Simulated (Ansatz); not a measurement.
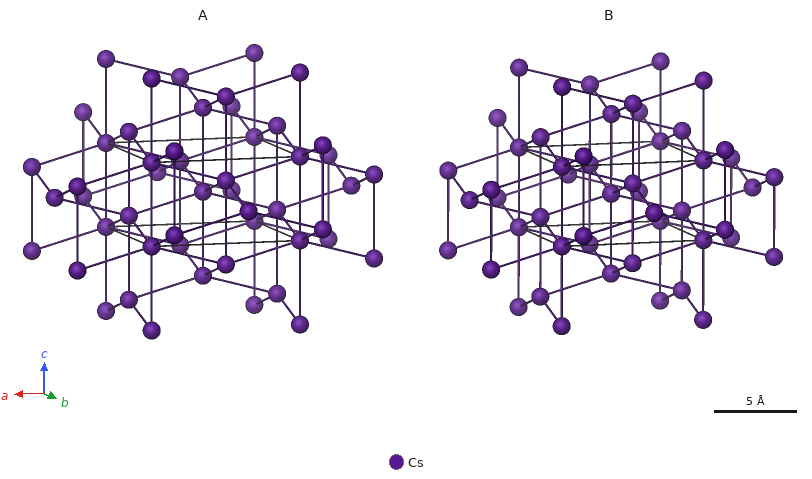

Two geometries of a crystal of Cs (a generated structure, set up in I4_1/amd), drawn at one scale. One is the start of a relaxation, the other its converged end. A ball-and-stick model of the conventional cell (2 times the calculation's cell), seen from a free direction. Lengths and directions refer to the drawn axes.

Level of theory: DFT, LDA (PW92), plane waves (420 eV) with PAW, scalar-relativistic in Ansatz 0.2.0. Settings: plane-wave cutoff 420 eV; k-point mesh 7 × 7 × 5; occupations fermi dirac; smearing width 0.1 eV; no spin polarisation; cell and atoms relaxed; force threshold 0.01 eV/Å; at most 60 steps.

### Which one is relaxed?

Structure B is the relaxed one. Phase: beta-Sn type. Over 2 accepted moves (3 points after the start) the energy falls by 12.4 meV per atom. The pressure goes from −0.24 to 0.02 GPa. At 1 point the geometry stayed and the basis and grid were re-selected for the new cell (energy shift of less than 0.05 meV per atom at most each time). No atom moves by more than 0.005 Å relative to the cell. The drawn cell changes as follows: a = b 9.471 → 9.047 Å (−4.5 %), c 5.171 → 4.909 Å (−5.1 %), α 90.0° → 90.4°, β 90.0° → 90.4°, γ 90.0° → 89.6°; the volume changes by −13.4 %. Near-neighbour distances that change, for instance: Cs–Cs 5.171 → 4.909 Å, Cs–Cs 4.909 → 4.684 Å. The space group (tolerance 0.01 Å) goes from I4_1/amd (No. 141) to C2/c (No. 15). The program noted that a PAW file was made for another functional than the run's. Cost: 16 s on 2 threads of Arm Neoverse V2 (shared host), peak memory 0.55 GiB.
